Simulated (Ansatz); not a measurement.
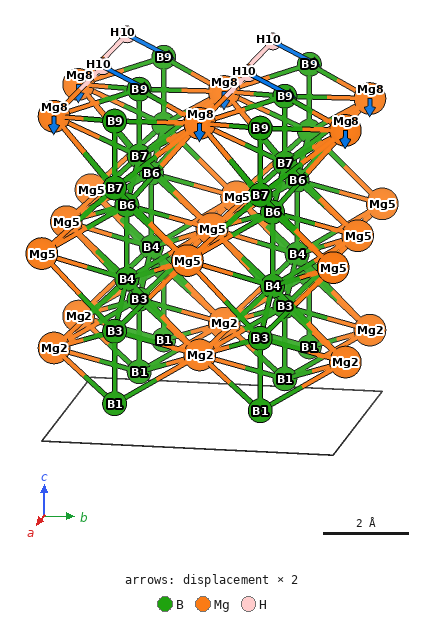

A constrained relaxation of a slab of composition Mg$_{3}$B$_{6}$H (cut from the P6/mmm phase). The starting structure is drawn; blue arrows show the displacements, magnified 2 times.

A ball-and-stick model of the 2 × 2 repeat of the cell, outlined in the plane, without the vacuum, seen slightly off an axis.

Case: H put at a hollow B-Mg-B site. The slab is the (1 0 0) face of MgB2 with H on it. 4 atoms are held fixed.

All numbers below come from DFT PBEsol, scalar-relativistic, plane waves, PAW (Ansatz). (plane-wave cutoff 420 eV; k-point mesh 9 × 8 × 1; occupations gaussian; smearing width 0.1 eV; no spin polarisation; dipole correction; atoms relaxed in a fixed cell; force threshold 0.03 eV/Å; at most 70 steps)

Which element moves most?

Answer. Hydrogen: up to 0.64 Å, against 0.23 Å for magnesium.

Describe the change and its energy.

Answer. The largest move is that of H10, 0.64 Å at 64° to the normal (−c side). By element the largest moves are H 0.64 Å, Mg 0.23 Å, B 0.06 Å. The cell doesn't change. Near-neighbour distances that change, for instance: Mg8–H10 2.663 → 2.143 Å, Mg8–H10 (another image) 1.732 → 2.141 Å, B6–Mg8 2.719 → 2.559 Å, B7–Mg8 2.651 → 2.531 Å. Bond angles that change, for instance: Mg8–B9–Mg8 162.5° → 148.6°, B7–B9–Mg8 81.2° → 74.3°, Mg8–B9–Mg8 96.2° → 92.9°. After 6 geometry steps the energy has fallen by 0.941 eV per cell of the calculation. Largest force component: 2.2 eV/Å at the start, 0.0031 eV/Å at the end.

Limits of the set-up: the periodic images lie only 3.1 Å apart, so the values are limited by the cell's size.
